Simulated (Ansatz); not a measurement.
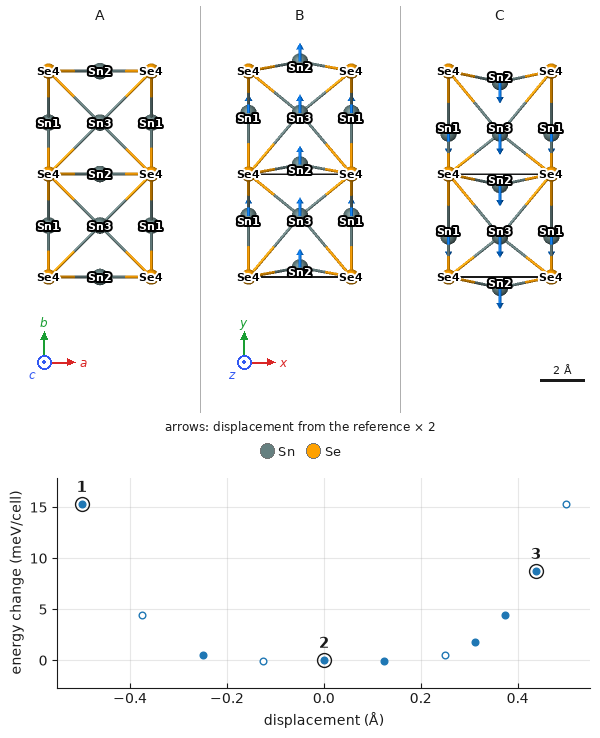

A scan of crystalline Sn₃Se (Pm-3m): the whole Sn sublattice is shifted rigidly, along Cartesian [0 1 0], all else fixed. The frames are shuffled; the numbered points of the plot belong to them. Hollow markers are points alike by symmetry, not computed again. A ball-and-stick model of the cell of the calculation, repeated 1 × 2 × 2 with one cell outlined, seen along the c axis. Blue arrows: displacements from the reference.

Level of theory: Ansatz, DFT PBE, scalar-relativistic, plane waves, PAW. Set-up: plane-wave cutoff 420 eV; k-point mesh 10 × 10 × 10; occupations gaussian; smearing width 0.15 eV; no spin polarisation. Energies (free energies at the smearing named) are counted from the relaxed crystal.

Which frame belongs to which numbered point?

Answer. Point 1 is frame C (the displacement −0.50 Å, 15.3 meV/cell); 2 is frame A (the displacement 0.00 Å, 0.0 meV/cell); 3 is frame B (the displacement 0.4375 Å, 8.7 meV/cell). Of the computed points the lowest is at the displacement −0.125 Å (by symmetry) and 0.125 Å, −0.1 meV/cell. The well is symmetric. At the highest point the shortest interatomic distance is 3.03 Å, against 3.36 Å in the reference. The distortion takes the space group from Pm-3m to P4mm.
